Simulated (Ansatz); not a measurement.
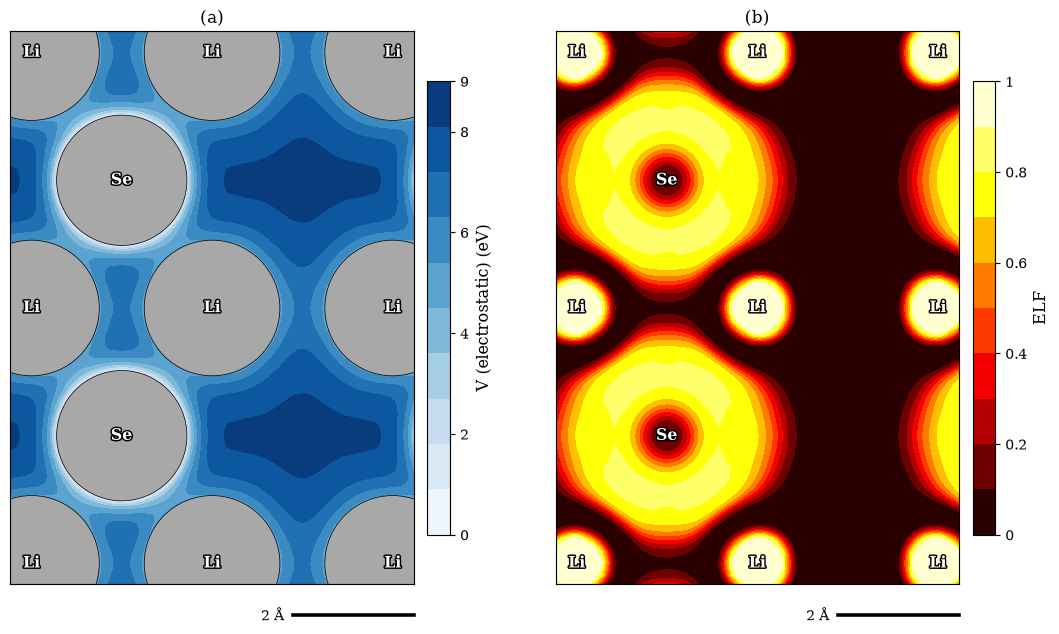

Figure. Li2Se. (a) electrostatic potential (local pseudopotential plus Hartree) felt by an electron; (b) ELF on the (110) plane of the conventional cell. Grey discs cover the atomic cores in the potential map.

Space group Fm-3m; a structure from a database of computed crystals, not necessarily the ambient phase; started from the database structure prototype, which need not be the ambient phase.

Theory: Ansatz 0.2.0, DFT, r2SCAN, plane waves, PAW.

Core electrons are frozen (PAW), and the valence fields are smoothed inside the atomic spheres.

Interpret the plot.

Answer. The plane passes through Li and Se nuclei.
Li–Se (2.59 Å): the ELF is about 0.80 at the midpoint (an ionic contact with no shared pair).
The features right at Li lie inside the PAW spheres, where the map follows smoothed inner orbitals and isn't to be read closely.
Outside the cores the potential energy rises away from the atoms and is highest about 2.6 Å from the nearest atoms; its zero is arbitrary.

Metal or insulator at this level of theory?

Answer. It is gapped, with a Kohn–Sham gap of 3.5 eV on the k-point mesh, an upper bound to the gap of this method.
